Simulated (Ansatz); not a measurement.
# TiN: a changed input and its effect

System: TiN (2 atoms in the cell).
Method of the first run: DFT PBEsol, scalar-relativistic, plane waves, PAW, no spin polarisation (Ansatz 0.2.0).

The structure derives from an entry of the Crystallography Open Database. Text and figures count atoms from 1; the logs count them from 0 in places.

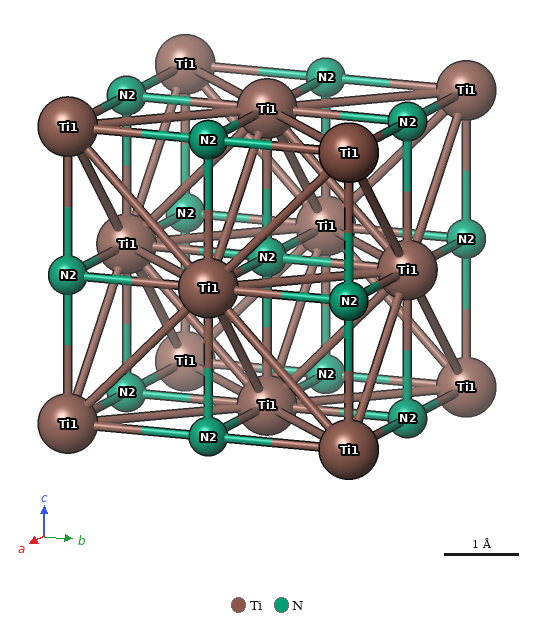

Figure 1. The structure as given in the input (ball-and-stick view of the cell 4 times as large as that of the calculation, set on its symmetry axes, seen slightly off an axis; atoms are numbered from 1 in the order of the input). Near neighbours in the crystal (not all of them lie inside the picture): Ti has 6 N at 2.08 Å and 12 Ti at 2.94 Å; N has 6 Ti at 2.08 Å.

Input file, the first run:
```yaml
crystal:
  lattice:
    - [0.0, 2.0807329321, 2.0807329321]
    - [2.0807329321, 0.0, 2.0807329321]
    - [2.0807329321, 2.0807329321, 0.0]
  atoms:
    - { symbol: Ti, position: [0.0, 0.0, 0.0] }
    - { symbol: "N", position: [0.5, 0.5, 0.5] }
basis:
  ecutwfc: 420
kpoints:
  mp_grid: { grid: [18, 18, 18] }
hamiltonian:
  xc: pbesol
scf:
  occupations: { method: gaussian, width: 0.1 }
output:
  forces: true
  stress: true
  eigenvalues: true
```

Command:
```bash
ansatz run input.yaml --threads 1 --pin off --max-ram 2560MiB --backend cpu --events-out ev --progress --plain --runs-dir out
```

Hardware: 1 thread of Intel Xeon @ 2.50GHz (Skylake/Cascade Lake), 192 GiB of memory available, shared host.

Output, shortened to warnings, some set-up lines, iterations and results (the first run):
```
Basis set: ecut = 420 eV, 339 PW (Γ), exchange–correlation on 40×40×40 points (8 copies of the dense FFT grid, shifted against one another)
Symmetry: 48 space group operations
k-points: 195 of 5832
Initial density: superposition of atomic densities (neutral atoms: chi_scale 0, normalization atom), corrected by the library's trained network
[...]
SCF iter   1: F=—  HF=-2856.216602 eV  |F-HF|=—  |Δ(HF+E_count)|=         —  Δρ=1.31e-2  dr2=2.86e-2  ethr=1.77e-3  ⟨swp⟩=4.4  Hψ=12358  notcnv=0
SCF iter   2: F=—  HF=-2856.211082 eV  |F-HF|=—  |Δ(HF+E_count)|=   5.52e-3  Δρ=7.41e-3  dr2=1.05e-2  ethr=1.68e-4  ⟨swp⟩=1.9  Hψ=4687  notcnv=0  defer=67
SCF iter   3: F=—  HF=-2856.208819 eV  |F-HF|=—  |Δ(HF+E_count)|=   2.26e-3  Δρ=9.82e-4  dr2=2.03e-4  ethr=6.19e-5  ⟨swp⟩=2.1  Hψ=3051  notcnv=0  defer=67
SCF iter   4: F=—  HF=-2856.208790 eV  |F-HF|=—  |Δ(HF+E_count)|=   2.91e-5  Δρ=9.20e-5  dr2=1.02e-6  ethr=1.19e-6  ⟨swp⟩=2.1  Hψ=2944  notcnv=0  defer=67
SCF iter   5: F=—  HF=-2856.208790 eV  |F-HF|=—  |Δ(HF+E_count)|=   6.88e-8  Δρ=8.16e-6  dr2=7.84e-9  ethr=6.02e-9  ⟨swp⟩=2.1  Hψ=3250  notcnv=0  defer=67
SCF iter   6: F=-2856.208790 eV  HF=-2856.208790 eV  |F-HF|=2.52e-10  |Δ(HF+E_count)|=  6.76e-10  Δρ=1.65e-6  dr2=3.53e-10  ethr=4.61e-11  ⟨swp⟩=2.8  Hψ=8614  notcnv=0
SCF 1 converged in 6 iterations: F = -2856.208790 eV  dr2 = 3.53e-10
SCF converged after 6 iterations
Free energy (F): -2856.208790 eV
Harris-Foulkes:  -2856.208790 eV  (|F-HF|=2.52e-10)
Internal energy: -2856.204955 eV  (E = F + TS)
E sigma→0 (E₀):  -2856.206872 eV
Entropy (-TS):   -0.003835 eV (-1.917 meV/atom)
Fermi energy:    18.129453 eV
--- Per-component energies (eV) ---
  E_band       = -74.758993
  E_kinetic    = 409.349731
  E_local      = -749.271333  (includes V_loc(G=0)·N_el)
  E_nonlocal   = 52.771063
  E_hartree    = 301.613311
  E_xc         = -159.488748
  E_vxc        = -201.924951  (∫ρ·V_xc dr)
  E_paw        = -1144.536056  (= ΣΔE_a)
  E_vpaw       = -188.910847  (= ΣTr[D̂ρ^β])
  E_aug_tail   = 0.000200  (compensation charges beyond the density's cutoff)
  E_ewald      = -1566.810607
  E_core_change = 0.167483  (= ΣΔE_core)
  E_smearing   = -0.003835  (= −TS)
  E_closure    = 0.000000  (closes the sum)
  Σ components = -2856.208790   (vs F -2856.208790, Δ=0.00e0)
--- Forces (eV/Å), atoms counted from 1 ---
  atom   1  Ti    -0.00000000    -0.00000000     0.00000000
  atom   2  N      0.00000000     0.00000000     0.00000000
  max |Σ_I F_I| component: 6.77e-30 eV/Å
--- Stress (GPa, compression-positive) ---
        9.750640      -0.000000      -0.000000
       -0.000000       9.750640       0.000000
       -0.000000       0.000000       9.750640
  P = ⅓ Tr σ = 9.7506 GPa (97.506 kbar)
```

For the second run the input was changed thus:
```diff
-    - [0.0, 2.0807329321, 2.0807329321]
-    - [2.0807329321, 0.0, 2.0807329321]
-    - [2.0807329321, 2.0807329321, 0.0]
+    - [0.0, 2.1227792691, 2.1227792691]
+    - [2.1227792691, 0.0, 2.1227792691]
+    - [2.1227792691, 2.1227792691, 0.0]
```

Predict how the results change.

With the same functional and potentials, the second run lies 0.8 meV per atom lower. The pressure goes from 9.75 to −8.33 GPa. The volume per atom goes from 9.01 to 9.57 Å³. The cell is scaled evenly with the atoms at fixed fractional positions, so −ΔP/Δ ln V estimates the bulk modulus midway between the two volumes: about 300 GPa. The number of SCF iterations is the same.

Output, shortened to warnings, some set-up lines, iterations and results (the second run):
```
Basis set: ecut = 420 eV, 339 PW (Γ), exchange–correlation on 48×48×48 points (8 copies of the dense FFT grid, shifted against one another)
Symmetry: 48 space group operations
k-points: 195 of 5832
Initial density: superposition of atomic densities (neutral atoms: chi_scale 0, normalization atom), corrected by the library's trained network
[...]
SCF iter   1: F=—  HF=-2856.219443 eV  |F-HF|=—  |Δ(HF+E_count)|=         —  Δρ=1.36e-2  dr2=3.42e-2  ethr=1.77e-3  ⟨swp⟩=4.4  Hψ=12348  notcnv=0
SCF iter   2: F=—  HF=-2856.213076 eV  |F-HF|=—  |Δ(HF+E_count)|=   6.37e-3  Δρ=7.67e-3  dr2=1.25e-2  ethr=2.01e-4  ⟨swp⟩=2.0  Hψ=4844  notcnv=0  defer=67
SCF iter   3: F=—  HF=-2856.210479 eV  |F-HF|=—  |Δ(HF+E_count)|=   2.60e-3  Δρ=1.06e-3  dr2=2.66e-4  ethr=7.37e-5  ⟨swp⟩=2.0  Hψ=2961  notcnv=0  defer=67
SCF iter   4: F=—  HF=-2856.210436 eV  |F-HF|=—  |Δ(HF+E_count)|=   4.24e-5  Δρ=9.87e-5  dr2=1.28e-6  ethr=1.57e-6  ⟨swp⟩=2.1  Hψ=2962  notcnv=0  defer=67
SCF iter   5: F=—  HF=-2856.210437 eV  |F-HF|=—  |Δ(HF+E_count)|=   7.71e-7  Δρ=9.71e-6  dr2=1.26e-8  ethr=7.55e-9  ⟨swp⟩=2.1  Hψ=3235  notcnv=0  defer=67
SCF iter   6: F=-2856.210437 eV  HF=-2856.210437 eV  |F-HF|=2.72e-10  |Δ(HF+E_count)|=   1.00e-9  Δρ=1.65e-6  dr2=3.81e-10  ethr=7.43e-11  ⟨swp⟩=3.0  Hψ=8887  notcnv=0
SCF 1 converged in 6 iterations: F = -2856.210437 eV  dr2 = 3.81e-10
SCF converged after 6 iterations
Free energy (F): -2856.210437 eV
Harris-Foulkes:  -2856.210437 eV  (|F-HF|=2.72e-10)
Internal energy: -2856.206229 eV  (E = F + TS)
E sigma→0 (E₀):  -2856.208333 eV
Entropy (-TS):   -0.004208 eV (-2.104 meV/atom)
Fermi energy:    16.942697 eV
--- Per-component energies (eV) ---
  E_band       = -93.612029
  E_kinetic    = 405.345614
  E_local      = -789.313047  (includes V_loc(G=0)·N_el)
  E_nonlocal   = 52.525241
  E_hartree    = 313.208919
  E_xc         = -158.370039
  E_vxc        = -200.435020  (∫ρ·V_xc dr)
  E_paw        = -1143.994148  (= ΣΔE_a)
  E_vpaw       = -188.153359  (= ΣTr[D̂ρ^β])
  E_aug_tail   = 0.000206  (compensation charges beyond the density's cutoff)
  E_ewald      = -1535.776458
  E_core_change = 0.167483  (= ΣΔE_core)
  E_smearing   = -0.004208  (= −TS)
  E_closure    = 0.000000  (closes the sum)
  Σ components = -2856.210437   (vs F -2856.210437, Δ=0.00e0)
--- Forces (eV/Å), atoms counted from 1 ---
  atom   1  Ti    -0.00000000    -0.00000000     0.00000000
  atom   2  N      0.00000000    -0.00000000    -0.00000000
  max |Σ_I F_I| component: 7.69e-30 eV/Å
--- Stress (GPa, compression-positive) ---
       -8.331047       0.000000      -0.000000
       -0.000000      -8.331047      -0.000000
       -0.000000      -0.000000      -8.331047
  P = ⅓ Tr σ = -8.3310 GPa (-83.310 kbar)
```

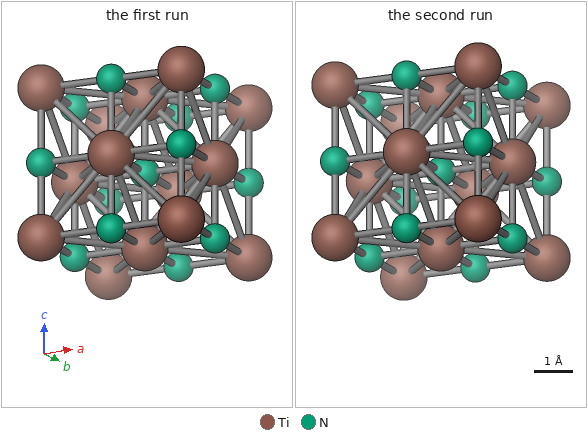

Figure 2. The two input geometries at one scale (ball-and-stick view of the cell 4 times as large as that of the calculation, set on its symmetry axes, seen at an oblique angle). No atom moves by more than 0.005 Å relative to the cell. The drawn cell changes as follows: a = b = c 4.161 → 4.246 Å (+2.0 %); the volume changes by +6.2 %. Among the contacts that change: Ti–Ti 2.943 → 3.002 Å, N–Ti 2.081 → 2.123 Å.

The two runs side by side:

| quantity | the first run | the second run |
| --- | --- | --- |
| outcome | converged | converged |
| free energy per atom (eV) | −1428.1044 | −1428.1052 |
| energy per atom, smearing taken to zero (eV) | −1428.1034 | −1428.1042 |
| gap on the mesh (eV) | 0.00 | 0.00 |
| pressure (GPa) | 9.75 | −8.33 |
| volume per atom (Å³) | 9.01 | 9.57 |
| largest force (eV/Å) | 0.000 | 0.000 |
| SCF iterations | 6 | 6 |
| irreducible k-points | 195 | 195 |
| plane waves at Γ | 339 | 339 |
| wall time (shared host) | 6.1 s | 5.6 s |

For both runs: The cell holds an odd number of electrons but the run has no spin polarisation, so it comes out as a metal. For the first run: The cell is under a pressure of 9.8 GPa at this level, so it is not at its equilibrium volume. For the second run: The cell is under a tension of 8.3 GPa at this level, so it is not at its equilibrium volume.
